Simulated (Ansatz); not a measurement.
## Electronic structure of SnSe in real space

The calculation's input:

```
crystal:
  lattice:
    - [0.0, 3.0690345955, 3.0690345955]
    - [3.0690345955, 0.0, 3.0690345955]
    - [3.0690345955, 3.0690345955, 0.0]
  atoms:
    - { symbol: Sn, position: [0.0, 0.0, 0.0] }
    - { symbol: Se, position: [0.5, 0.5, 0.5] }
hamiltonian:
  xc: r2scan
  pseudopotentials: { kind: paw }
kpoints:
  mp_grid: { grid: [8, 8, 8] }
scf:
  occupations: { method: fermi_dirac, width: 0.05 }
output:
  forces: true
  stress: true
  eigenvalues: true
  write_density: true
  write_potential: true
  elf: true
  volumetric_format: npy
```

Run with:

```sh
ansatz run input.yaml --threads 2 --pin off --max-ram 5632MiB --backend cpu --events-out ev --progress --plain --runs-dir out
```

Below, planes, directions and counts refer to the conventional cell (a = 6.14 Å, b = 6.14 Å, c = 6.14 Å, α = 90.00°, β = 90.00°, γ = 90.00°).

Space group Fm-3m; computed pressure about −3 GPa in this cell.

Theory: Ansatz, Kohn-Sham DFT of a periodic cell, r2SCAN, Ansatz PAW.

The density is the valence pseudo-density of a PAW calculation; it isn't the true density close to the nuclei.

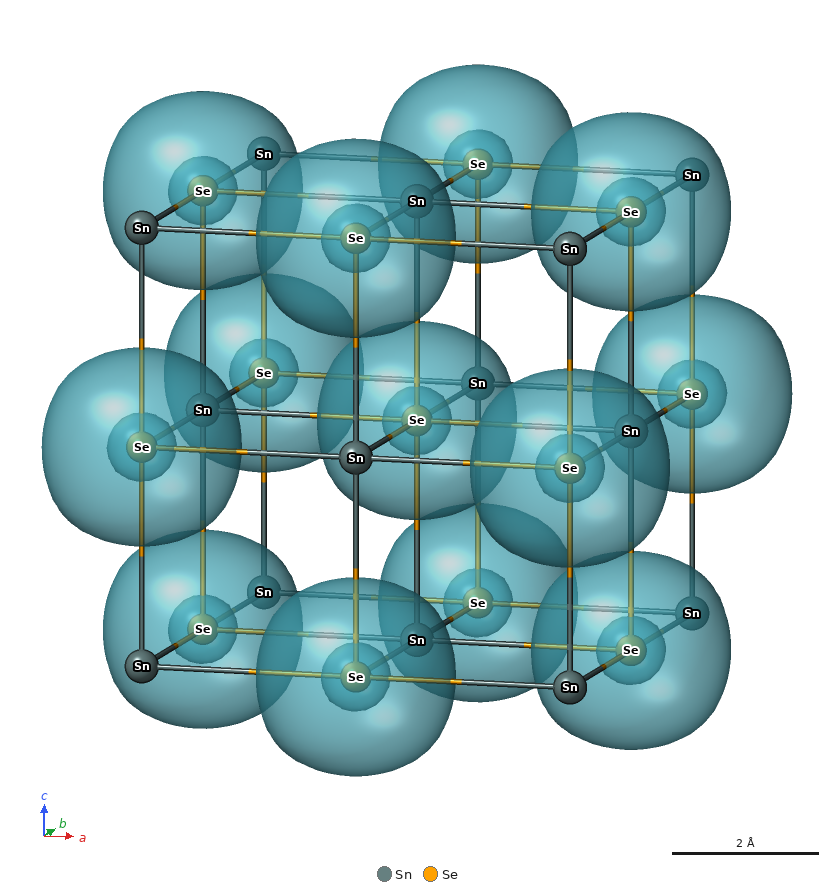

Figure 1. Isosurface of the ELF at 0.55 (cyan), seen slightly off an axis. Core shells and regions of very low density are left out. Sticks mark near contacts.

> Identify the bonds, lone pairs and shells in this picture.

At this value the surface marks out four regions wrapped around Se (the valence shell of each), counted in one cell of 8 atoms. Regions shared between cells count once. Along the contacts the grid gives the following. Sn–Se (3.07 Å): the ELF is about 0.40 at the midpoint.

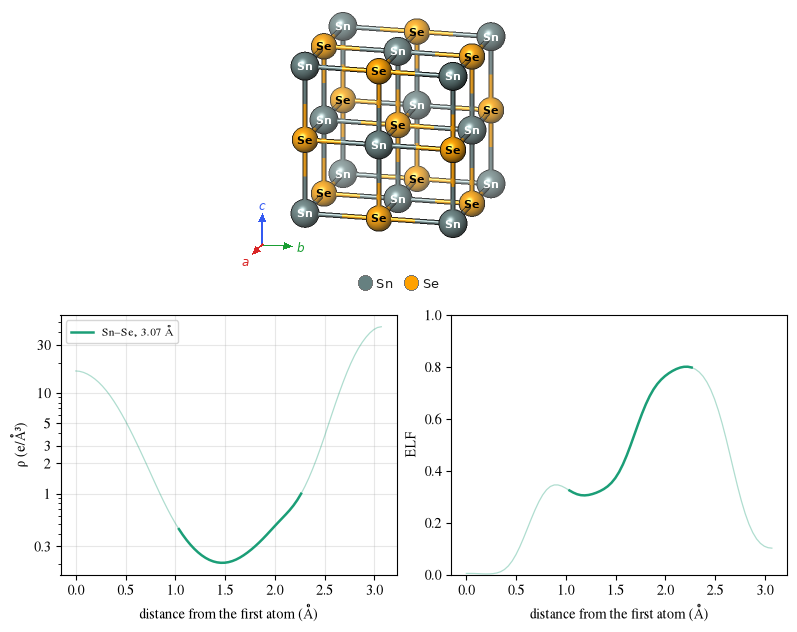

Figure 2. Valence electron density and electron localisation function along straight lines between neighbouring atoms. Thin, pale parts lie inside the atomic spheres. The structure is drawn too.

> What can be read from the curves?

Sn–Se (3.07 Å): ρ at the midpoint is about 0.21 e/Å³; the ELF is about 0.40 at the midpoint.
